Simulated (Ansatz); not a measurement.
# MgSi32 (charge +2): geometry relaxation (part 2 of 2)

MgSi32 (defect cell, 33 atoms in the cell, total charge +2); DFT PBE, scalar-relativistic, plane waves, PAW, no spin polarisation (Ansatz 0.2.0); cutoff 420 eV, 2×2×2 k-mesh, Gaussian smearing of 0.02 eV. The structure derives from a Materials Project entry. It belongs to a series of runs on one base structure; here: Mg interstitial, charge +2, atoms relaxed.

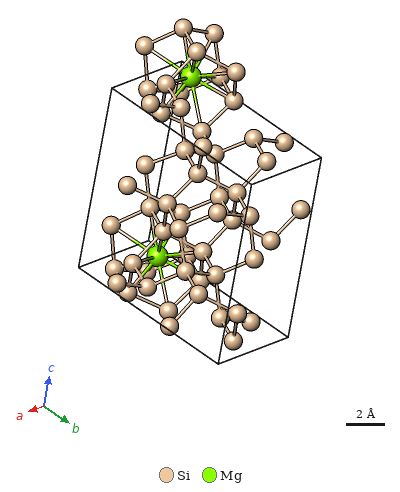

The geometry at step 3 of the log (ball-and-stick view of the cell of the calculation, seen slightly off an axis; bonded neighbours outside the cell are drawn too).

## Output, continued
```
  k-point 1: bands = ["-70.1503", "-36.9109", "-36.9092", "-36.9084", "-5.4102", "-4.2969", "-4.1952", "-4.1828", "-4.0981", "-3.9203", "-3.4074", "-3.3966", "-3.2449", "-2.8340", "-2.7669", "-2.7361", "-2.6721", "-2.1175", "-2.0787", "-2.0760", "-1.1398", "-0.7986", "-0.7547", "-0.1360", "-0.1085", "-0.0706", "-0.0128", "0.0573", "0.3478", "0.6583", "0.7153", "1.6730", "1.6732", "1.7614", "1.7843", "1.9422", "2.1758", "2.2959", "2.4028", "2.4265", "2.4282", "2.6671", "2.8838", "2.8853", "3.1390", "3.1719", "3.3080", "3.3568", "3.3586", "3.4381", "3.6634", "4.1382", "4.2170", "4.3792", "4.4322", "4.4532", "4.4968", "4.5225", "4.6055", "4.7285", "4.9187", "4.9194", "4.9590", "4.9740", "5.1827", "5.1855", "6.1894", "6.1928", "6.9854", "7.4884", "7.6742", "7.8558", "7.8981", "8.0230", "8.0477", "8.4333", "8.4648", "8.5162", "8.5789", "8.6567", "8.7515", "8.7658", "8.8727", "8.9027", "8.9501", "9.0310", "9.0387", "9.3326", "9.4048", "9.5397", "9.5614", "9.6972", "9.8458", "9.8896", "9.9042", "9.9518", "10.1527", "10.1882", "10.3033", "10.3661", "10.4427"]
  k-point 2: bands = ["-70.1503", "-36.9109", "-36.9092", "-36.9084", "-5.2988", "-4.5601", "-4.4750", "-4.2457", "-3.9442", "-3.5230", "-3.4828", "-3.2315", "-3.1836", "-3.1700", "-3.0100", "-2.5490", "-2.5096", "-1.9669", "-1.8796", "-1.6368", "-1.1510", "-0.8807", "-0.8307", "-0.6767", "-0.6192", "-0.4795", "0.0988", "0.1474", "0.4886", "0.5182", "0.6021", "1.5399", "1.5833", "1.7508", "1.8526", "1.9688", "2.2175", "2.2186", "2.5362", "2.6234", "2.6917", "2.8541", "3.1990", "3.3505", "3.3991", "3.4446", "3.5453", "3.7057", "3.7667", "3.8256", "4.0700", "4.0769", "4.1445", "4.1467", "4.1819", "4.2120", "4.2150", "4.3545", "4.4135", "4.4326", "4.4784", "4.5332", "4.7318", "4.9781", "5.0120", "5.1126", "5.7581", "5.9451", "7.2393", "7.6026", "7.8577", "7.9448", "7.9633", "7.9956", "8.0508", "8.1186", "8.2070", "8.2350", "8.6401", "8.7162", "8.7384", "8.8268", "8.9411", "9.0599", "9.1348", "9.1659", "9.1788", "9.1812", "9.2539", "9.3506", "9.6110", "9.6328", "9.8185", "9.8323", "9.8522", "10.0357", "10.0659", "10.1045", "10.1959", "10.3545", "10.5010"]
  k-point 3: bands = ["-70.1503", "-36.9109", "-36.9092", "-36.9084", "-5.2988", "-4.5602", "-4.4750", "-4.2457", "-3.9442", "-3.5230", "-3.4829", "-3.2316", "-3.1837", "-3.1699", "-3.0099", "-2.5490", "-2.5095", "-1.9669", "-1.8798", "-1.6369", "-1.1510", "-0.8806", "-0.8306", "-0.6768", "-0.6194", "-0.4795", "0.0988", "0.1474", "0.4888", "0.5183", "0.6018", "1.5400", "1.5833", "1.7508", "1.8527", "1.9689", "2.2174", "2.2186", "2.5362", "2.6235", "2.6918", "2.8541", "3.1987", "3.3504", "3.3990", "3.4445", "3.5451", "3.7057", "3.7667", "3.8255", "4.0703", "4.0768", "4.1445", "4.1465", "4.1819", "4.2118", "4.2148", "4.3547", "4.4134", "4.4329", "4.4781", "4.5332", "4.7317", "4.9783", "5.0121", "5.1125", "5.7581", "5.9453", "7.2390", "7.6028", "7.8576", "7.9446", "7.9634", "7.9954", "8.0510", "8.1186", "8.2069", "8.2351", "8.6402", "8.7163", "8.7386", "8.8265", "8.9412", "9.0598", "9.1346", "9.1663", "9.1790", "9.1813", "9.2536", "9.3506", "9.6112", "9.6328", "9.8184", "9.8325", "9.8524", "10.0358", "10.0659", "10.1043", "10.1957", "10.3545", "10.5011"]
--- Relaxed structure (5 steps of the walk, 5 accepted, 0 SCFs on fresh bases) ---
  F+E_penalty+E_count = -22281.52493103 eV   max|allowed force component| = 1.559e-2 eV/Å
  atoms:
    - { symbol: Si, position: [0.4881610903828606, 0.3254449321827212, 0.7500695631578165] }
    - { symbol: Si, position: [0.7380377264655045, 0.5752951921977156, 0.24979333553623842] }
    - { symbol: Si, position: [0.11707888641694057, 0.44734248409792976, 0.5005357770129025] }
    - { symbol: Si, position: [0.6164551053125895, 0.9467590536707228, 0.4993126319664793] }
    - { symbol: Si, position: [0.9849428159036262, 0.8116480799208503, 0.7392776440957596] }
    - { symbol: Si, position: [0.8539526533043122, 0.20274938823361588, -7.465123179005762e-5] }
    - { symbol: Si, position: [0.36558300792764026, 0.6979071086842799, -2.5267573247129955e-5] }
    - { symbol: Si, position: [0.24556967012473235, 0.07222892798816832, 0.26050372552478296] }
    - { symbol: Si, position: [0.7062554736547892, 0.366755966451038, 0.5084809998366774] }
    - { symbol: Si, position: [0.9436451110650846, 0.623630809933549, -6.998904330932231e-5] }
    - { symbol: Si, position: [0.3230556834206745, 0.4907866864856641, 0.2506481703909132] }
    - { symbol: Si, position: [0.8222233469059199, 0.9904615177723971, 0.24919030666180733] }
    - { symbol: Si, position: [0.19771223875578478, 0.8581784984254768, 0.49133598605733775] }
    - { symbol: Si, position: [0.07233902814840656, 0.24008127886077915, 0.7492294182066559] }
    - { symbol: Si, position: [0.5729549575317876, 0.7412411214670026, 0.7507231744593804] }
    - { symbol: Si, position: [0.44754888214050215, 0.11248670240944311, -0.00012732314120596108] }
    - { symbol: Si, position: [0.6745217975857201, 0.5118555729422579, 0.7500933368733103] }
    - { symbol: Si, position: [0.9243684869688891, 0.7616771174008473, 0.24975951190350593] }
    - { symbol: Si, position: [0.30301091185326845, 0.6333226604110562, 0.5005083981068574] }
    - { symbol: Si, position: [0.8024032264789869, 0.1327492186910491, 0.4993384976253656] }
    - { symbol: Si, position: [0.17759931477145996, 0.004278964083914594, 0.7392635784916525] }
    - { symbol: Si, position: [0.047074191588676734, 0.39594892603741605, -7.112458408235939e-5] }
    - { symbol: Si, position: [0.5519177932104982, 0.8842609282117949, -2.7342745156758966e-5] }
    - { symbol: Si, position: [0.4382545088890988, 0.2648943969413215, 0.26050949923685324] }
    - { symbol: Si, position: [0.8831416555560685, 0.543580909531363, 0.4913868693735051] }
    - { symbol: Si, position: [0.13730673397413734, 0.802302917020211, -0.00012253444327406244] }
    - { symbol: Si, position: [0.5086184012312435, 0.6767866571848888, 0.24916172341770626] }
    - { symbol: Si, position: [0.00976014175507265, 0.17744974960400398, 0.25065846648973694] }
    - { symbol: Si, position: [0.3916605248641122, 0.05213580758577256, 0.5084391307479332] }
    - { symbol: Si, position: [0.2593974810617624, 0.42761547628553626, 0.7507569722880282] }
    - { symbol: Si, position: [0.7590253314810929, 0.9267324608801476, 0.7492138231395766] }
    - { symbol: Si, position: [0.6262597707297769, 0.306222228399465, -6.383613564201545e-5] }
    - { symbol: Mg, position: [0.12426976863897891, 0.1256375600076006, -7.580660307502889e-5] }
```

## Trajectory as extended XYZ (Å, eV, eV/Å), 5 frames, from step=1 to step=5
```
33
Lattice="0.0000 -6.6706 6.3650 -0.0000 6.6706 6.3650 -7.7026 -0.0000 -6.3650" Properties=species:S:1:pos:R:3:forces:R:3 step=1 energy=-22281.01955
Si   -5.7769   -1.1118    0.4006    0.0301  -0.0001   0.0584
Si   -1.9256   -1.1118    6.7656   -0.0302  -0.0001   0.0590
Si   -3.8513    2.2235    0.4006   -0.0636  -0.0056   0.0602
Si   -3.8513    2.2235    6.7656    0.0642  -0.0065   0.0619
Si   -5.7769   -1.1118    6.7656    0.8047  -0.5506  -0.6542
Si    0.0000   -4.4471    6.7656   -0.0176   1.5372  -1.0136
Si    0.0000    2.2235    6.7656    0.0012  -0.0190   0.0789
Si   -1.9256   -1.1118    0.4006   -0.7268  -0.4872  -0.5959
Si   -3.8513   -2.2235    3.5831   -0.2499  -0.0315   0.0157
Si    0.0000   -2.2235    9.9481    0.0040   0.2579  -0.0205
Si   -1.9256    1.1118    3.5831   -0.2227   0.1247   0.1618
Si   -1.9256    1.1118    9.9481    0.1115  -0.0417  -0.0090
Si   -3.8513    4.4471    3.5831    0.2514  -0.0316   0.0147
Si   -5.7769    1.1118   -2.7820    0.2364   0.1396   0.1746
Si   -5.7769    1.1118    3.5831   -0.1132  -0.0451  -0.0122
Si    0.0000   -2.2235    3.5831   -0.0067  -0.2435   0.0786
Si   -5.7769   -1.1118    2.7820    0.0305  -0.0013  -0.0524
Si   -1.9256   -1.1118    9.1470   -0.0306  -0.0012  -0.0530
Si   -3.8513    2.2235    2.7820   -0.0599  -0.0057  -0.0511
Si   -3.8513   -4.4471    2.7820    0.0604  -0.0066  -0.0529
Si   -5.7769   -1.1118   -3.5831    0.7412  -0.5097   0.6437
Si    0.0000    2.2235    2.7820   -0.0166   1.4146   0.9861
Si    0.0000    2.2235    9.1470    0.0011  -0.0171  -0.0707
Si   -1.9256   -1.1118    2.7820   -0.6694  -0.4508   0.5879
Si   -3.8513   -2.2235    5.9645    0.2526  -0.0308  -0.0233
Si    0.0000    4.4471    5.9645   -0.0068  -0.2529  -0.0924
Si   -1.9256    1.1118    5.9645    0.1104  -0.0418   0.0022
Si   -1.9256    1.1118   -0.4006   -0.2370   0.1322  -0.1816
Si   -3.8513   -2.2235   -0.4006   -0.2513  -0.0308  -0.0242
Si   -5.7769    1.1118   -0.4006   -0.1121  -0.0451   0.0055
Si   -5.7769    1.1118    5.9645    0.2523   0.1481  -0.1962
Si    0.0000   -2.2235    5.9645    0.0040   0.2551   0.0107
Mg    0.0190    0.1090    1.5723   -0.1416  -1.1532   0.1033
33
Lattice="0.0000 -6.6706 6.3650 -0.0000 6.6706 6.3650 -7.7026 -0.0000 -6.3650" Properties=species:S:1:pos:R:3:forces:R:3 step=2 energy=-22281.49021
Si   -5.7821   -1.0875    0.4079    0.0087  -0.0288  -0.0448
Si   -1.9192   -1.0872    6.7729   -0.0092  -0.0276  -0.0434
Si   -3.8606    2.1948    0.4056    0.0154   0.0174  -0.0056
Si   -3.8417    2.1949    6.7707   -0.0159   0.0171  -0.0055
Si   -5.6976   -1.1579    6.7396    0.0375  -0.0331  -0.0796
Si   -0.0010   -4.3523    6.7337    0.0002   0.3569  -0.2349
Si    0.0001    2.2302    6.7736   -0.0010  -0.0290  -0.0473
Si   -2.0045   -1.1567    0.3754   -0.0052  -0.0156  -0.0600
Si   -3.9180   -2.2661    3.5891    0.0431   0.0010   0.0455
Si    0.0006   -2.1402    9.9779   -0.0012  -0.0218   0.0009
Si   -1.9257    1.1105    3.5800   -0.1030   0.0350   0.0476
Si   -1.9064    1.1168    9.9547   -0.0568   0.0463   0.0143
Si   -3.7830    4.4043    3.5893   -0.0434   0.0012   0.0452
Si   -5.7768    1.1112   -2.7846    0.1073   0.0349   0.0500
Si   -5.7960    1.1164    3.5891    0.0563   0.0488   0.0159
Si   -0.0005   -2.2186    3.5595    0.0032  -0.0905   0.0391
Si   -5.7816   -1.0876    2.7746    0.0077  -0.0284   0.0418
Si   -1.9196   -1.0873    9.1397   -0.0082  -0.0272   0.0405
Si   -3.8600    2.1947    2.7777    0.0131   0.0178   0.0005
Si   -3.8422   -4.4758    2.7777   -0.0137   0.0175   0.0004
Si   -5.6993   -1.1568   -3.5567    0.0215  -0.0241   0.0659
Si   -0.0009    2.3176    2.8156    0.0003   0.3083   0.2087
Si    0.0001    2.2304    9.1398   -0.0010  -0.0290   0.0424
Si   -2.0026   -1.1554    2.8072    0.0066  -0.0091   0.0486
Si   -3.7817   -2.2667    5.9564   -0.0445   0.0006  -0.0405
Si   -0.0006    4.4515    5.9870    0.0030  -0.0934  -0.0401
Si   -1.9062    1.1168    5.9570   -0.0569   0.0460  -0.0098
Si   -1.9266    1.1107   -0.3983   -0.1076   0.0353  -0.0488
Si   -3.9195   -2.2666   -0.4085    0.0442   0.0004  -0.0408
Si   -5.7962    1.1165   -0.4074    0.0565   0.0486  -0.0115
Si   -5.7760    1.1114    5.9662    0.1123   0.0355  -0.0514
Si    0.0006   -2.1404    5.9334   -0.0015  -0.0197   0.0046
Mg    0.0128    0.0835    1.5769   -0.0676  -0.5914   0.0523
33
Lattice="0.0000 -6.6706 6.3650 -0.0000 6.6706 6.3650 -7.7026 -0.0000 -6.3650" Properties=species:S:1:pos:R:3:forces:R:3 step=3 energy=-22281.52313
Si   -5.7780   -1.0848    0.4058    0.0059   0.0003  -0.0122
Si   -1.9228   -1.0845    6.7709   -0.0056   0.0003  -0.0125
Si   -3.8583    2.2031    0.4065    0.0015  -0.0035   0.0065
Si   -3.8438    2.2032    6.7716   -0.0023  -0.0026   0.0058
Si   -5.6967   -1.1631    6.7328    0.0149   0.0271  -0.0188
Si   -0.0011   -4.3392    6.7247    0.0080   0.0050  -0.0060
Si    0.0002    2.2165    6.7715   -0.0010  -0.0108  -0.0174
Si   -2.0037   -1.1611    0.3690   -0.0182   0.0159  -0.0283
Si   -3.9163   -2.2632    3.5924    0.0131  -0.0043  -0.0006
Si    0.0008   -2.1318    9.9786   -0.0014  -0.0137  -0.0026
Si   -1.9335    1.1151    3.5827    0.0121   0.0212   0.0019
Si   -1.9161    1.1212    9.9548   -0.0193   0.0059  -0.0044
Si   -3.7835    4.4069    3.5931   -0.0137  -0.0036   0.0005
Si   -5.7688    1.1154   -2.7822   -0.0150   0.0154  -0.0019
Si   -5.7862    1.1210    3.5896    0.0195   0.0079  -0.0026
Si    0.0002   -2.2350    3.5626    0.0045  -0.0088   0.0136
Si   -5.7777   -1.0851    2.7764    0.0051   0.0010   0.0099
Si   -1.9230   -1.0847    9.1414   -0.0049   0.0008   0.0102
Si   -3.8581    2.2032    2.7760    0.0000  -0.0032  -0.0106
Si   -3.8439   -4.4672    2.7760   -0.0006  -0.0024  -0.0100
Si   -5.6988   -1.1613   -3.5508    0.0230   0.0213   0.0116
Si   -0.0010    2.3296    2.8240    0.0077   0.0053  -0.0082
Si    0.0002    2.2170    9.1410   -0.0009  -0.0118   0.0140
Si   -2.0015   -1.1593    2.8128   -0.0271   0.0099   0.0220
Si   -3.7819   -2.2645    5.9524   -0.0138  -0.0043   0.0030
Si    0.0001    4.4348    5.9835    0.0046  -0.0058  -0.0102
Si   -1.9161    1.1212    5.9568   -0.0188   0.0057   0.0074
Si   -1.9340    1.1149   -0.4012    0.0149   0.0198   0.0017
Si   -3.9180   -2.2640   -0.4120    0.0134  -0.0049   0.0039
Si   -5.7862    1.1210   -0.4080    0.0191   0.0078   0.0056
Si   -5.7684    1.1153    5.9638   -0.0177   0.0139   0.0053
Si    0.0008   -2.1311    5.9325   -0.0014  -0.0117   0.0066
Mg    0.0035    0.0297    1.5837   -0.0054  -0.0927   0.0165
33
Lattice="0.0000 -6.6706 6.3650 -0.0000 6.6706 6.3650 -7.7026 -0.0000 -6.3650" Properties=species:S:1:pos:R:3:forces:R:3 step=4 energy=-22281.52493
Si   -5.7775   -1.0854    0.4044    0.0042  -0.0016   0.0065
Si   -1.9240   -1.0856    6.7695   -0.0041  -0.0016   0.0069
Si   -3.8554    2.2031    0.4066    0.0014   0.0030   0.0013
Si   -3.8460    2.2033    6.7718   -0.0044   0.0013  -0.0007
Si   -5.6943   -1.1560    6.7298   -0.0089  -0.0034   0.0078
Si    0.0006   -4.3439    6.7264   -0.0012   0.0028  -0.0026
Si    0.0002    2.2168    6.7693    0.0012  -0.0036   0.0156
Si   -2.0065   -1.1563    0.3647    0.0082  -0.0018   0.0092
Si   -3.9166   -2.2647    3.5932   -0.0116  -0.0008   0.0039
Si    0.0005   -2.1347    9.9762    0.0016   0.0093   0.0012
Si   -1.9306    1.1189    3.5847   -0.0105   0.0008   0.0053
Si   -1.9194    1.1223    9.9517    0.0123  -0.0007   0.0090
Si   -3.7845    4.4057    3.5934    0.0106  -0.0007   0.0034
Si   -5.7710    1.1189   -2.7803    0.0134   0.0024   0.0061
Si   -5.7825    1.1226    3.5865   -0.0109  -0.0025   0.0092
Si    0.0010   -2.2351    3.5654   -0.0015   0.0025  -0.0039
Si   -5.7776   -1.0851    2.7770    0.0059  -0.0029  -0.0061
Si   -1.9238   -1.0853    9.1420   -0.0058  -0.0029  -0.0066
Si   -3.8552    2.2034    2.7740    0.0011   0.0040   0.0005
Si   -3.8462   -4.4670    2.7740   -0.0042   0.0025   0.0024
Si   -5.6942   -1.1562   -3.5478   -0.0107  -0.0021  -0.0100
Si    0.0005    2.3272    2.8203   -0.0010  -0.0013  -0.0012
Si    0.0002    2.2169    9.1415    0.0011  -0.0050  -0.0141
Si   -2.0066   -1.1564    2.8174    0.0098  -0.0007  -0.0113
Si   -3.7849   -2.2651    5.9534    0.0099   0.0000  -0.0058
Si    0.0009    4.4359    5.9814   -0.0014  -0.0002   0.0029
Si   -1.9192    1.1218    5.9592    0.0103   0.0007  -0.0079
Si   -1.9307    1.1186   -0.4039   -0.0091   0.0021  -0.0026
Si   -3.9163   -2.2648   -0.4115   -0.0108  -0.0001  -0.0060
Si   -5.7828    1.1221   -0.4057   -0.0088  -0.0014  -0.0080
Si   -5.7709    1.1187    5.9611    0.0118   0.0035  -0.0030
Si    0.0005   -2.1348    5.9357    0.0018   0.0049  -0.0016
Mg    0.0006    0.0091    1.5911    0.0004  -0.0067   0.0002
33
Lattice="0.0000 -6.6706 6.3650 -0.0000 6.6706 6.3650 -7.7026 -0.0000 -6.3650" Properties=species:S:1:pos:R:3:forces:R:3 step=5 energy=-22281.52493
Si   -5.7775   -1.0854    0.4044    0.0042  -0.0016   0.0065
Si   -1.9240   -1.0856    6.7695   -0.0041  -0.0016   0.0069
Si   -3.8554    2.2031    0.4066    0.0014   0.0030   0.0013
Si   -3.8460    2.2033    6.7718   -0.0044   0.0013  -0.0007
Si   -5.6943   -1.1560    6.7298   -0.0089  -0.0034   0.0078
Si    0.0006   -4.3439    6.7264   -0.0012   0.0028  -0.0026
Si    0.0002    2.2168    6.7693    0.0012  -0.0036   0.0156
Si   -2.0065   -1.1563    0.3647    0.0082  -0.0018   0.0092
Si   -3.9166   -2.2647    3.5932   -0.0116  -0.0008   0.0039
Si    0.0005   -2.1347    9.9762    0.0016   0.0093   0.0012
Si   -1.9306    1.1189    3.5847   -0.0105   0.0008   0.0053
Si   -1.9194    1.1223    9.9517    0.0123  -0.0007   0.0090
Si   -3.7845    4.4057    3.5934    0.0106  -0.0007   0.0034
Si   -5.7710    1.1189   -2.7803    0.0134   0.0024   0.0061
Si   -5.7825    1.1226    3.5865   -0.0109  -0.0025   0.0092
Si    0.0010   -2.2351    3.5654   -0.0015   0.0025  -0.0039
Si   -5.7776   -1.0851    2.7770    0.0059  -0.0029  -0.0061
Si   -1.9238   -1.0853    9.1420   -0.0058  -0.0029  -0.0066
Si   -3.8552    2.2034    2.7740    0.0011   0.0040   0.0004
Si   -3.8462   -4.4670    2.7740   -0.0042   0.0025   0.0024
Si   -5.6942   -1.1562   -3.5478   -0.0107  -0.0021  -0.0100
Si    0.0005    2.3272    2.8203   -0.0010  -0.0013  -0.0012
Si    0.0002    2.2169    9.1415    0.0011  -0.0050  -0.0141
Si   -2.0066   -1.1564    2.8174    0.0098  -0.0007  -0.0113
Si   -3.7849   -2.2651    5.9534    0.0099   0.0000  -0.0058
Si    0.0009    4.4359    5.9814   -0.0014  -0.0002   0.0029
Si   -1.9192    1.1218    5.9592    0.0103   0.0007  -0.0079
Si   -1.9307    1.1186   -0.4039   -0.0091   0.0021  -0.0026
Si   -3.9163   -2.2648   -0.4115   -0.0108  -0.0001  -0.0060
Si   -5.7828    1.1221   -0.4057   -0.0088  -0.0014  -0.0080
Si   -5.7709    1.1187    5.9611    0.0118   0.0035  -0.0030
Si    0.0005   -2.1348    5.9357    0.0018   0.0049  -0.0016
Mg    0.0006    0.0091    1.5911    0.0004  -0.0067   0.0001
```

## Key numbers

| quantity | value |
| --- | --- |
| outcome | converged |
| electrons treated | 136 |
| free energy | −22281.5249 eV |
| Fermi energy | 6.495 eV |
| gap on the k-point mesh | 0.60 eV |
| final volume | 654.08 Å³ |
| largest force (length of the vector) at the end | 0.016 eV/Å |
| hardware | 4 threads of Arm Neoverse V1, 24 GiB of memory available, shared host |
| wall time | 50 s (CPU time 3.2 min) |
| peak memory | 1.5 GiB |
